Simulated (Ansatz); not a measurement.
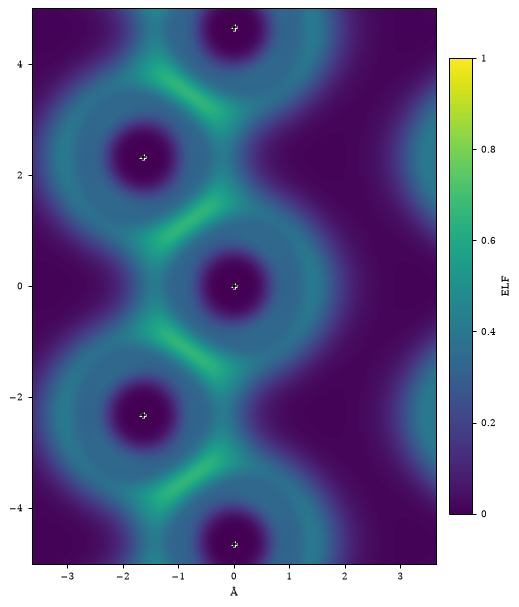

The electron localisation function on a plane through atoms (crosses mark nuclei in the plane).

These are results of DFT PBE, scalar-relativistic, plane waves, PAW in Ansatz 0.2.0, not measurements.

Candidates:
A. Ir, a = 2.61 Å, b = 2.61 Å, c = 4.15 Å, α = 90.00°, β = 90.00°, γ = 90.00°. Space group I4/mmm; changed on purpose from its base cell (strain -0.040 along x and y, +0.080 along z, atoms carried along); computed pressure about 15 GPa in this cell; computed without spin polarisation.
B. Sn, a = 6.59 Å, b = 6.59 Å, c = 6.59 Å, α = 90.00°, β = 90.00°, γ = 90.00°. Space group Fd-3m; changed on purpose from its base cell (strain +0.015 along x and y, +0.015 along z, atoms carried along).

Question: Which candidate gave the map?

Answer: Candidate B: Sn on the (011) plane of the conventional cell, which holds Sn. Sn–Sn (2.85 Å): the ELF peaks at about 0.65 between the atoms.
